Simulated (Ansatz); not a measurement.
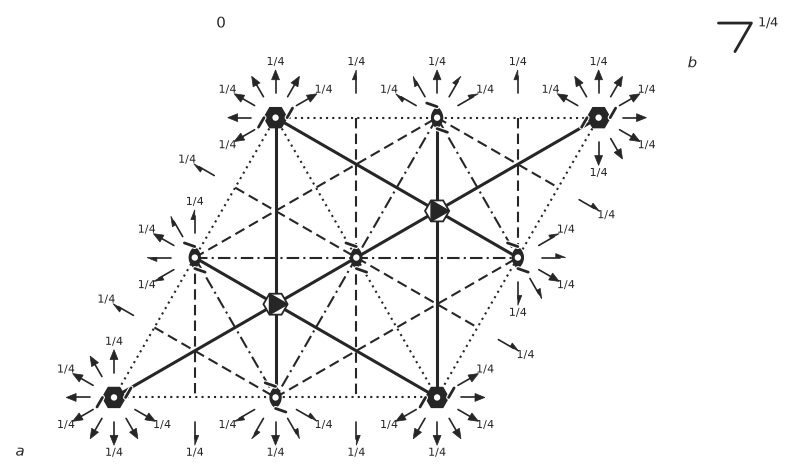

Symmetry elements of a space group, projected down c, computed from the operations of a computed or model structure of composition SiC, which need not be its known form.

Graphical symbols as in the International Tables (origin upper left, heights as fractions; handed screw axes are marked by their printed symbols).

### Give the Hermann–Mauguin symbol and number.

No. 194, P6_3/mmc; primitive hexagonal, point group 6/mmm, 24 general positions a cell.

### List the elements shown.

−6 axes along c at (1/3, 2/3), (2/3, 1/3); 6₃ axes along c at (0, 0); 2₁ axes along c at (0, 1/2), (1/2, 0), (1/2, 1/2); inversion centres at (0, 0), (0, 1/2), (1/2, 0), (1/2, 1/2); mirror planes holding c and [1 2 0] or [2 1 0] or [−1 1 0]; in-plane glide planes holding c and [1 2 0] or [2 1 0] or [−1 1 0]; c glide planes normal to a*, at x = 0; n glide planes normal to a*, at x = 1/2; c glide planes normal to b*, at y = 0; n glide planes normal to b*, at y = 1/2; c glide planes holding c and [1 1 0]; diagonal glide planes holding c and [1 1 0]; a mirror plane normal to c at height 1/4; 2 axes along [1 1 0] at height 0; 2 axes along [1 2 0] at height 1/4; 2 axes along [2 1 0] at height 1/4; 2 axes along [−1 1 0] at height 1/4; 2 axes along a at height 0; 2 axes along b at height 0; 2₁ axes along [1 1 0] at height 0; 2₁ axes along [1 2 0] at height 1/4; 2₁ axes along [2 1 0] at height 1/4; 2₁ axes along [−1 1 0] at height 1/4; 2₁ axes along a at height 0; 2₁ axes along b at height 0. Heights repeat every half period; positions are (a, b) fractions, modulo 1.

### Write the general positions (in any order).

x, y, z; −x, −y, −z; x−y, x, z+1/2; −x+y, −x, −z+1/2; −y, x−y, z; y, −x+y, −z; −x, −y, z+1/2; x, y, −z+1/2; −x+y, −x, z; x−y, x, −z; y, −x+y, z+1/2; −y, x−y, −z+1/2; −y, −x, −z+1/2; y, x, z+1/2; −x, −x+y, −z; x, x−y, z; −x+y, y, −z+1/2; x−y, −y, z+1/2; y, x, −z; −y, −x, z; x, x−y, −z+1/2; −x, −x+y, z+1/2; x−y, −y, −z; −x+y, y, z
